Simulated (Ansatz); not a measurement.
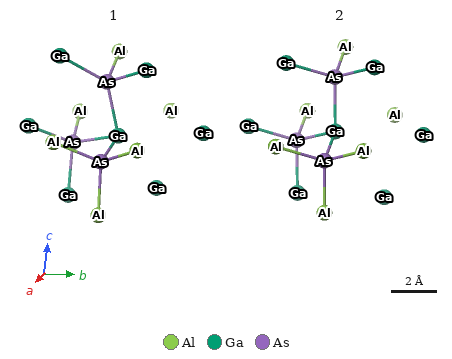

Two geometries of crystalline Al4Ga4As7 (a generated structure, set up in P1) (coarse preliminary run), drawn at one scale. One is the start of a relaxation, the other its converged end. The picture is a ball-and-stick view of the atoms within 4.2 Å of the atom that moves most (axes of the larger cell on standard axes (2 times the calculation's cell) (origin shifted)), seen slightly off an axis.

Level of theory: DFT r2SCAN, scalar-relativistic, plane waves, PAW (Ansatz). (plane-wave cutoff 500 eV; k-point mesh 2 × 2 × 2; occupations gaussian; smearing width 0.1 eV; mesh shifted by (0.5, 0.5, 0.5); no spin polarisation; cell and atoms relaxed; force threshold 0.04 eV/Å; at most 50 steps)

Question: Which geometry has the lower energy?

Answer: Structure 1 is the relaxed one. Case: 1 of 8 As atoms taken out at random. Over 10 accepted moves (11 points after the start) the energy falls by 27.8 meV per atom. The largest force component goes from 0.78 to 0.023 eV/Å. The pressure goes from −0.67 to 0.03 GPa. At 1 point the geometry stayed and the basis and grid were re-selected for the new cell (energy shift of 0.1 meV per atom at most each time). The largest move relative to the cell is that of a Ga atom, 0.45 Å roughly along [−2 3 −2]. By element the largest moves are Ga 0.45 Å, Al 0.40 Å, As 0.23 Å. The drawn cell changes as follows: a 13.895 → 13.761 Å (−1.0 %), b 8.024 → 8.025 Å (0.0 %), c 8.023 → 7.929 Å (−1.2 %), α 90.0° → 89.7°, γ 90.0° → 89.4°; the volume changes by −2.0 %. Some distances before and after: As–Ga 2.448 → 2.598 Å, As–Ga 2.417 → 2.560 Å, As–Ga 2.498 → 2.599 Å, As–Ga 2.528 → 2.431 Å. Bond angles that change, for instance: Ga–As–Ga 109.9° → 133.9°, As–Ga–As 110.8° → 95.9°, As–Ga–As 107.3° → 97.9°. The space group (tolerance 0.01 Å) goes from P1 (No. 1) to Cm (No. 8).

Limits of the set-up: the k-point mesh is coarse for a cell with partly filled bands.
